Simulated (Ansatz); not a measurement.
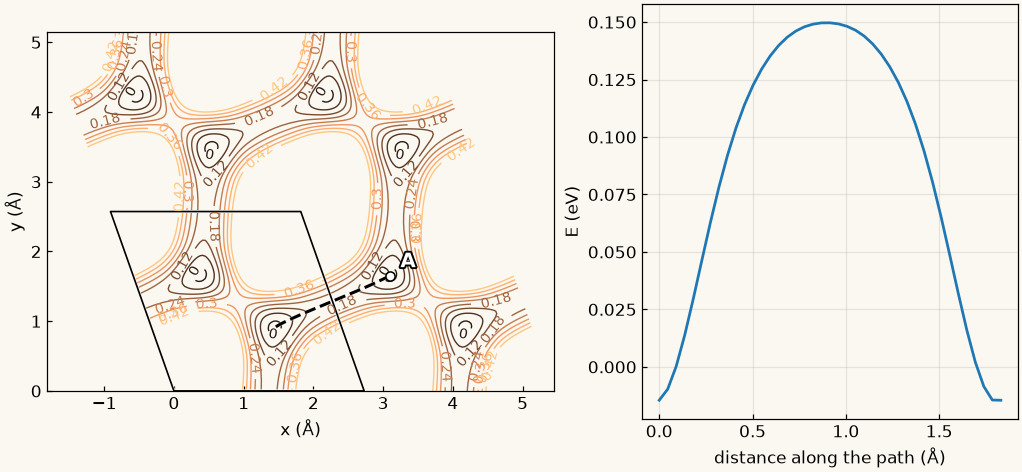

H on a Mo(110) slab cut from the Im-3m phase, its upper half relaxed before the scan (3 atoms of substrate and one adsorbate in a 1 × 1 cell). H is moved over the surface cell; relaxed at each place: the height of the adsorbate's atoms; substrate rigid; the origin of the map has the adsorbate above Mo3. Places are given modulo a cell vector. The map is drawn in real space over the plane of the surface. Grid: 6 × 6 points; 13 points were computed and 23 follow by symmetry. Energies: eV, counted from the lowest grid point. With one adsorbate in each 1 × 1 cell, its nearest image is 2.7 Å away, so neighbouring adsorbates interact. Computed with DFT r2SCAN, scalar-relativistic, plane waves, PAW in Ansatz 0.2.0. Settings: cutoff 500 eV, k-mesh 10×10×1, gaussian smearing 0.1 eV, no spin polarisation.

In the figure: contour lines labelled in eV (none above 0.42), a line along the lowest path, the outline of one cell of the 2 × 2 shown, the energy along the path at the right, the start A. Between grid points the surface is interpolated.

Describe the path and its barrier.

The easiest path leads from the well at (2/6, 4/6) of the cell vectors [nearest 1 Mo at 1.85 Å] to a well of about the same depth at (4/6, 2/6) of the cell vectors [nearest 1 Mo at 1.85 Å]. Its highest point lies about 0.16 eV above the bottom of the first well on the interpolated surface, at a bridge site between two Mo atoms, (0/6, 3/6) of the cell vectors. This is the barrier on the constrained surface; relaxing the other coordinates would change it.
